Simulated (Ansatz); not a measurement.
System: SiC, space group P6_3mc (No. 186).

The given structure:
```cif
data_structure
_symmetry_space_group_name_H-M 'P 1'
_symmetry_Int_Tables_number 1
_cell_length_a 3.0920
_cell_length_b 3.0920
_cell_length_c 5.0738
_cell_angle_alpha 90.000
_cell_angle_beta 90.000
_cell_angle_gamma 120.000
_cell_volume 42.01
loop_
_atom_site_label
_atom_site_type_symbol
_atom_site_fract_x
_atom_site_fract_y
_atom_site_fract_z
_atom_site_occupancy
Si1 Si 0.33333 0.66667 0.00456 1
Si2 Si 0.66667 0.33333 0.50456 1
C1 C 0.33333 0.66667 0.38044 1
C2 C 0.66667 0.33333 0.88044 1
```

Method: third-order Birch-Murnaghan fit to density functional energies at scaled volumes of the given relaxed cell, shape and atoms relaxed at each volume; energies count from the fitted minimum; plane waves with PAW datasets, Γ-centred k mesh (Ansatz 0.2.0). Level: PBE, no spin polarisation.

- wave cutoff: 420 eV
- k mesh: 12×12×6
- occupations: Gaussian
- smearing width: 0.02 eV

Predict the energy above the minimum and pressure against volume. The volume takes the values 9.242, 9.557, 9.872, 10.187, 10.502, 10.817, 11.132, 11.552 Å³/atom.

A third-order Birch–Murnaghan fit gives V0 = 10.50 Å³/atom, B0 = 213 GPa and B′ = 3.9. The energy above the minimum is 124.1 meV/atom at volume 9.242 Å³/atom and 59.6 meV/atom at 11.552 Å³/atom; the lowest computed point is at volume 10.502 Å³/atom (0.0 meV/atom). The pressure falls from 34.98 GPa at volume 9.242 Å³/atom to −16.81 GPa at 11.552 Å³/atom, and changes sign near 10.50 Å³/atom.

```json
{"volume (Å³/atom)": "9.242", "energy above the minimum (meV/atom)": "124.1", "pressure (GPa)": "34.98"}
{"volume (Å³/atom)": "9.557", "energy above the minimum (meV/atom)": "66.2", "pressure (GPa)": "24.21"}
{"volume (Å³/atom)": "9.872", "energy above the minimum (meV/atom)": "27.9", "pressure (GPa)": "14.92"}
{"volume (Å³/atom)": "10.187", "energy above the minimum (meV/atom)": "6.6", "pressure (GPa)": "6.92"}
{"volume (Å³/atom)": "10.502", "energy above the minimum (meV/atom)": "0.0", "pressure (GPa)": "0.02"}
{"volume (Å³/atom)": "10.817", "energy above the minimum (meV/atom)": "5.9", "pressure (GPa)": "-5.93"}
{"volume (Å³/atom)": "11.132", "energy above the minimum (meV/atom)": "22.8", "pressure (GPa)": "-11.06"}
{"volume (Å³/atom)": "11.552", "energy above the minimum (meV/atom)": "59.6", "pressure (GPa)": "-16.81"}
```

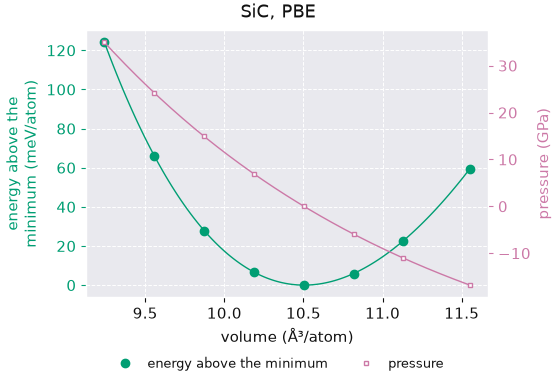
